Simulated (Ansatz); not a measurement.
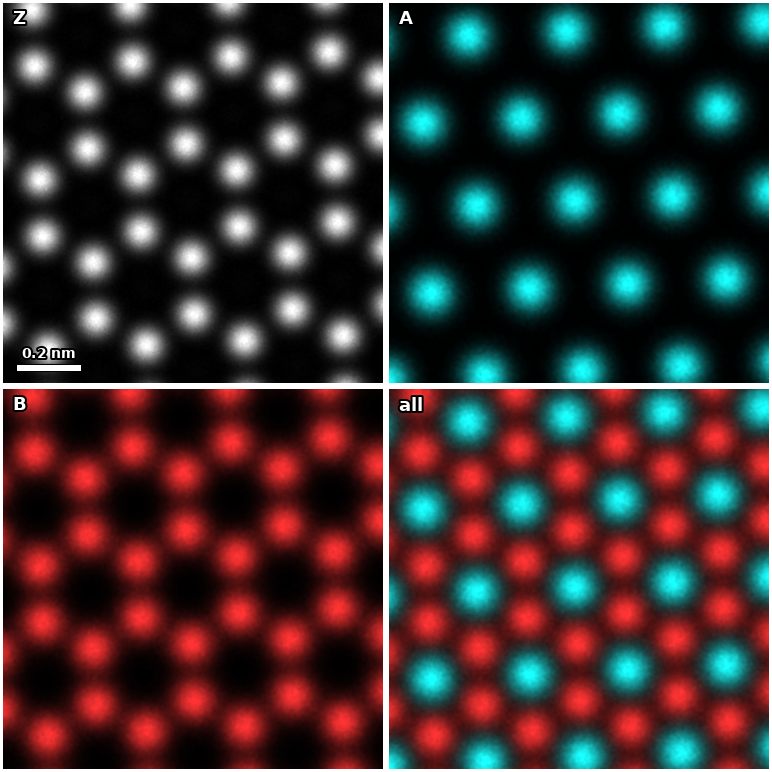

Ta2C (P-3m1, No. 164) along [001]. Panel Z: Simulation: incoherent imaging, intensity Z^1.6 per atom, probe width 0.85 Å, thin sample. Shot noise was added. The other panels are simulated element maps (the number of atoms of one element along the beam, blurred by 1.1 Å, with counting noise; each on its own scale, no channelling); the last overlays them. Model: a calculation's input that goes back to an entry of the Crystallography Open Database (an earlier step may have relaxed or displaced it).

```xyz
3
Lattice="3.1059 0.0000 0.0000 -1.5530 2.6898 0.0000 0.0000 0.0000 4.9464" Properties=species:S:1:pos:R:3 pbc="T T T"
Ta    0.0000    1.7932    1.2465
Ta    1.5530    0.8966    3.6999
C     0.0000    0.0000    0.0000
```

Which element does each lettered map show?

C, B: Ta. The projected cell (3.11 × 3.11 Å, 120°) holds 3 columns: 2 of Ta and 1 of C. No column is shared by two of the mapped elements.
